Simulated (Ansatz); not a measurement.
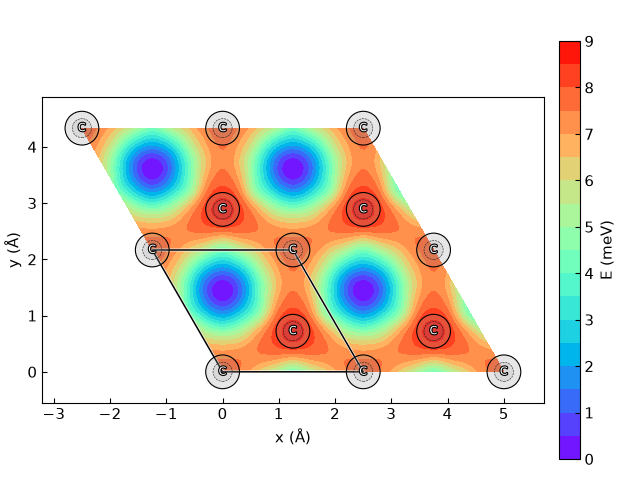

H on a C(001) slab cut from the P6_3/mmc phase, its upper half relaxed before the scan (32 atoms of substrate and one adsorbate in a 2 × 2 cell). H is moved over the surface cell at a fixed height above a rigid substrate; the origin of the map has the adsorbate above C25; the height is held at 2.80 Å. Places are given modulo a cell vector. The map is drawn in real space over the plane of the surface. The grid has 6 × 6 points; 10 points were computed and 26 follow by symmetry. Places are given in fractions of the 1 × 1 surface cell. Energies: meV, counted from the lowest grid point. At a fixed height the lowest place need not be the adsorption site. Theory: DFT PBE+D3(BJ), scalar-relativistic, plane waves, PAW (Ansatz). Settings: cutoff 420 eV, k-mesh 6×6×1, gaussian smearing 0.05 eV, spin-polarised.

In the figure: filled contours, labelled circles for the atoms of the top layer and small ones for the second layer, the outline of one cell of the 2 × 2 shown. Between grid points the surface is interpolated.

The lowest grid point is at a sixfold hollow, (2/6, 4/6) of the cell vectors. No other kind of well shows on this grid. The highest grid point, the top site over a surface C atom, (4/6, 2/6) of the cell vectors, lies 8.7 meV above the lowest. On the interpolated surface the easiest way out of the lowest well to its copy in the next cell or period passes a barrier of about 7.4 meV. At the lowest point the adsorbate has 6 C at 3.15 Å as nearest neighbours, at the highest 1 C at 2.80 Å.

The scan is repeated with another setting: the height is held at 2.50 Å; all else is set up alike.

How does the landscape change?

The lowest place stays at a sixfold hollow, (2/6, 4/6) of the cell vectors. The highest place moves from the top site over a surface C atom, (4/6, 2/6) of the cell vectors to a bridge site between two C atoms, (2/6, 1/6) of the cell vectors. The span from the lowest to the highest grid point grows from 8.7 to 15.2 meV. The easiest pass out of the lowest well goes from about 7.4 to about 14 meV on the interpolated surfaces. In the new map: at the lowest point the adsorbate has 6 C at 2.89 Å as nearest neighbours, at the highest 2 C at 2.60 Å.

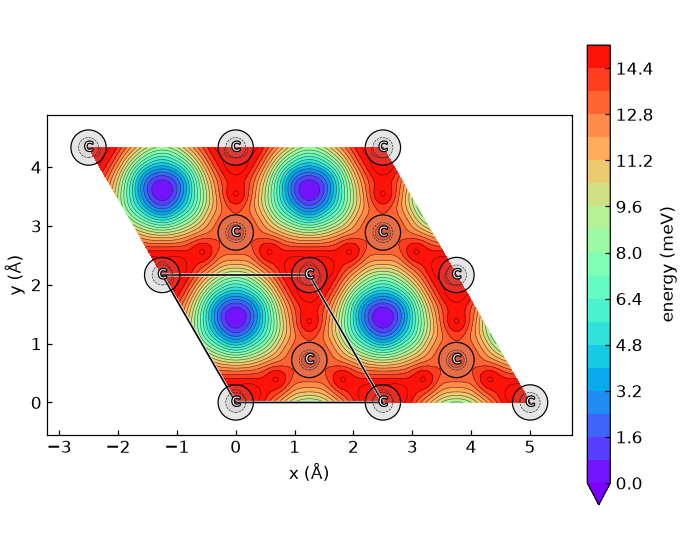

The map after the change, on a colour scale of its own. Drawn: filled contours, labelled circles for the atoms of the top layer and small ones for the second layer, the outline of one cell of the 2 × 2 shown. Between grid points the surface is interpolated.

PAW datasets: the set soft_1.
